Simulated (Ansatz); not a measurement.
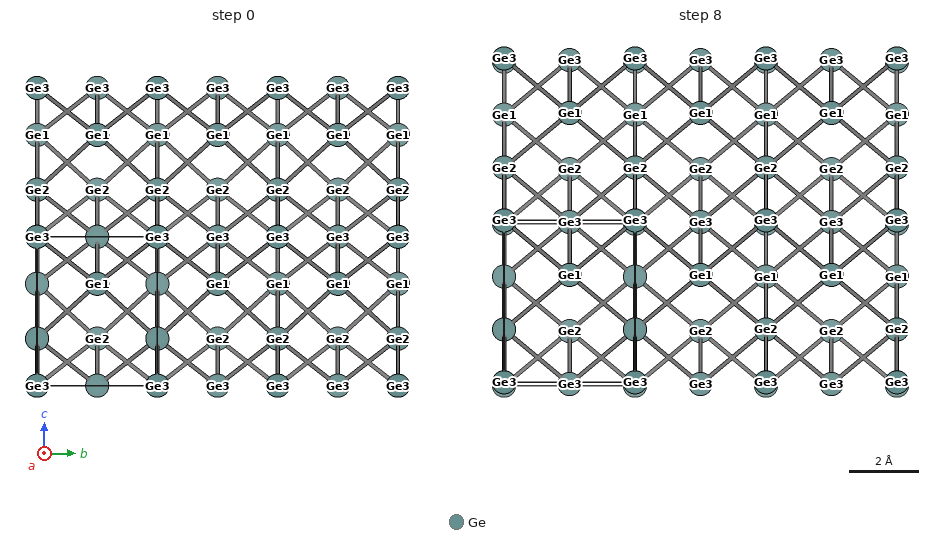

The structure of crystalline Ge (a generated structure, set up in C2/m) (coarse preliminary run) before (left) and after (right) a relaxation, at one scale.

Style: ball-and-stick. Shown: the conventional cell (2 times the calculation's cell), repeated 1 × 3 × 2 with one cell outlined, along the a axis. Lengths and directions refer to the drawn axes.

Level of theory: Ansatz 0.2.0, DFT PBE, scalar-relativistic, plane waves, PAW.

Input file:
```yaml
crystal:
  lattice:
    - [3.10778073, -1.75113981, 0.0]
    - [3.10778073, 1.75113981, 0.0]
    - [-0.1288232, 0.0, 4.3330201]
  atoms:
    - { symbol: Ge, position: [0.317687, 0.317687, 0.68403202] }
    - { symbol: Ge, position: [0.682313, 0.682313, 0.31596798] }
    - { symbol: Ge, position: [0.0, 0.0, 0.0] }
basis:
  ecutwfc: 420
kpoints:
  mp_grid: { grid: [6, 6, 4] }
hamiltonian:
  xc: pbe
scf:
  occupations: { method: gaussian, width: 0.1 }
  lower_state_search: "off"
output:
  forces: true
  stress: true
  eigenvalues: true
relax:
  adjacent_minimum: "off"
  f_tol: 0.04
  max_steps: 70
  cell: { stress_tol: 0.4 }
```

Launched with:
```bash
ansatz run input.yaml --threads 1 --pin off --max-ram 2560MiB --backend cpu --events-out ev --progress --plain --runs-dir out
```

Describe what moved and what it gained.

Answer. After 6 accepted moves (8 points after the start) the energy has fallen by 325 meV per atom. Largest force component: 0.64 eV/Å at the start, 0.0015 eV/Å at the end. Pressure: 29.05 GPa at the start and −0.03 GPa at the end. At 2 points the geometry stayed and the basis and grid were re-selected for the new cell (energy shift of 4.3 meV per atom at most each time). The largest moves relative to the cell, 0.13 Å, are those of Ge1 and Ge2. Ge1 goes along [1 0 −1]. The volume changes by +26.4 %, with a 6.216 → 6.632 Å (+6.7 %), b 3.502 → 3.812 Å (+8.9 %), c 4.335 → 4.714 Å (+8.8 %), β 91.7° → 90.0°. Near-neighbour distances that change, for instance: Ge1–Ge3 2.436 → 2.712 Å, Ge1–Ge3 (another image) 2.477 → 2.706 Å, Ge1–Ge2 2.498 → 2.706 Å, Ge1–Ge2 (another image) 2.810 → 2.713 Å. Bond angles that change, for instance: Ge2–Ge1–Ge3 171.4° → 180.0°, Ge2–Ge1–Ge2 84.2° → 89.8°, Ge2–Ge1–Ge3 95.5° → 90.2°. The space group stays C2/m (No. 12).
